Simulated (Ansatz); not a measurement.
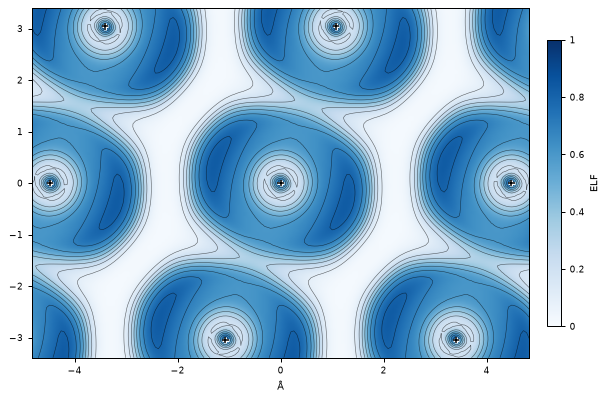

The ELF on a plane through atoms (crosses mark nuclei in the plane).

The calculation used Kohn-Sham DFT of a periodic cell, BLYP, Ansatz PAW in Ansatz.

Candidates:
A. I, a = 4.38 Å, b = 4.73 Å, c = 7.82 Å, α = 90.00°, β = 90.00°, γ = 90.00°. Space group Fmmm; a structure from a database of computed crystals, not necessarily the ambient phase; computed pressure about 3 GPa in this cell.
B. Ta, a = 3.30 Å, b = 3.30 Å, c = 3.30 Å, α = 90.00°, β = 90.00°, γ = 90.00°. Space group Im-3m; computed pressure about 9 GPa in this cell.

### Which system is this?

Candidate A: I on the (111) plane of the conventional cell, which holds I. I–I (3.23 Å): the ELF is about 0.30 at the midpoint.
